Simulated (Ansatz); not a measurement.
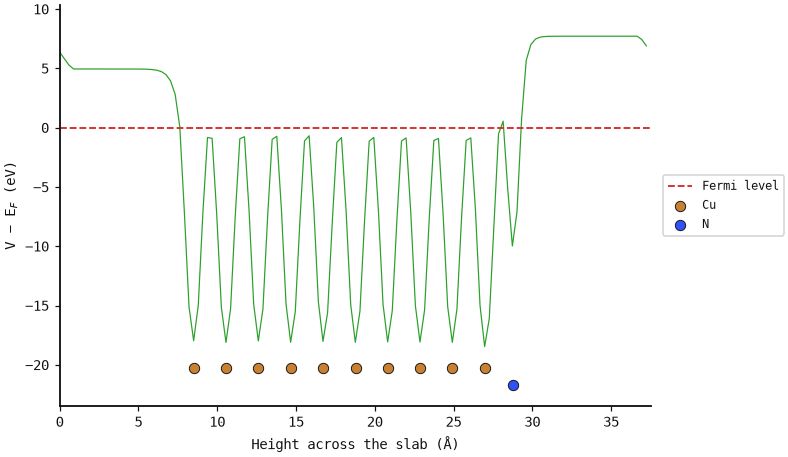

Plane-averaged electrostatic potential energy of an electron across the slab; circles at the bottom mark the heights of the atoms (positions after relaxation). System: a (001) slab cut from Cu (P6_3/mmc), of composition Cu₁₀N (not the bulk's), ended by Cu planes, 11 atoms in the cell. Level of theory: DFT PBEsol, scalar-relativistic, plane waves, PAW, no spin polarisation, 12×12×1 k mesh, 420 eV cutoff; code Ansatz 0.2.0.

The work function is 7.71 eV at the right face and 4.95 eV at the left. The vacuum level is 2.76 eV higher at the right than at the left, so the slab carries a dipole along its normal; the ramp in the vacuum, at or near the edge of the plot, is the dipole correction that keeps each side flat. Some atoms were held fixed in the relaxation, which can itself make the faces differ. The outermost atoms are 20.3 Å apart, which leaves 17.2 Å of vacuum in a cell 37.5 Å high.

The electron count is odd and the run has no spin polarisation, so a magnetic state may lie lower.
